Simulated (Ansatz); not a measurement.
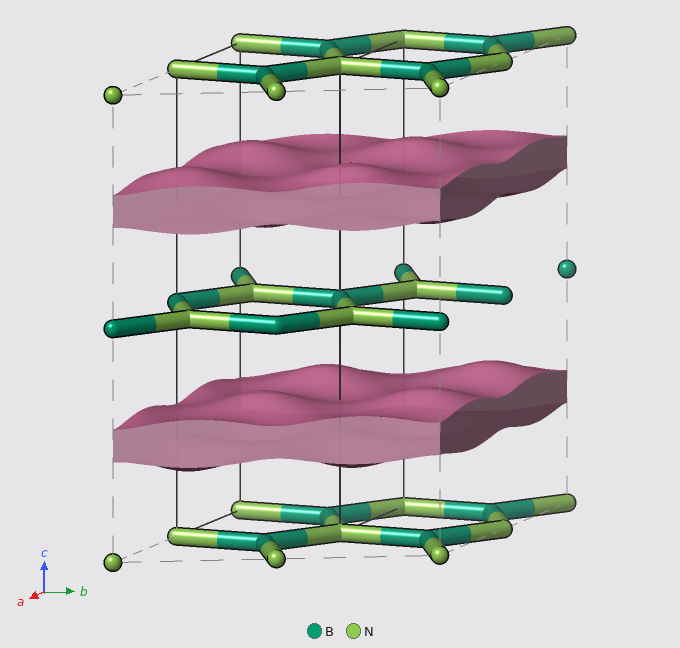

Crystal voids of BN (P-6m2, No. 187): the pink surface encloses the regions where the procrystal electron density, the sum of the densities of spherically averaged neutral Hartree-Fock atoms, is below 0.01 e/bohr³ (2×2×1 cells, view slightly off an axis). No self-consistent density enters. Pale faces close the region where the drawn box cuts it. The usual level for crystal voids is 0.002 e/bohr³; this crystal has almost no region below it, so a higher level is used, which marks the interstitial space of lowest density.

Origin of the cell: coordinates from a relaxation at fixed volume with DFT PBE+D3(BJ), scalar-relativistic, plane waves, PAW (Ansatz).

```cif
data_structure
_symmetry_space_group_name_H-M 'P-6m2'
_symmetry_Int_Tables_number 187
_cell_length_a 2.5107
_cell_length_b 2.5107
_cell_length_c 7.2308
_cell_angle_alpha 90.000
_cell_angle_beta 90.000
_cell_angle_gamma 120.000
_cell_volume 39.47
loop_
_atom_site_label
_atom_site_type_symbol
_atom_site_symmetry_multiplicity
_atom_site_Wyckoff_symbol
_atom_site_fract_x
_atom_site_fract_y
_atom_site_fract_z
_atom_site_occupancy
B1 B 1 b 0.00000 0.00000 0.50000 1
B2 B 1 c 0.33333 0.66667 0.00000 1
N1 N 1 a 0.00000 0.00000 0.00000 1
N2 N 1 f 0.66667 0.33333 0.50000 1
```

Q: What share of the cell is void by this measure?

A: The voids take about 20 % of the cell (7.9 Å³ of 39.5 Å³) and are bounded by about 22 Å² of surface per cell.

Q: Are the voids connected in the whole crystal?

A: Where they connect, they form a two-dimensional network in layers parallel to (001).

Q: How low does the density fall, and where?

A: To about 0.0068 e/bohr³ near 0.67, 0.33, 0.23 (fractional), 2.0 Å from the nearest nucleus.

Q: At what density do the voids first join through the crystal?

A: At about 0.0071 e/bohr³, as a two-dimensional network in layers parallel to (001).
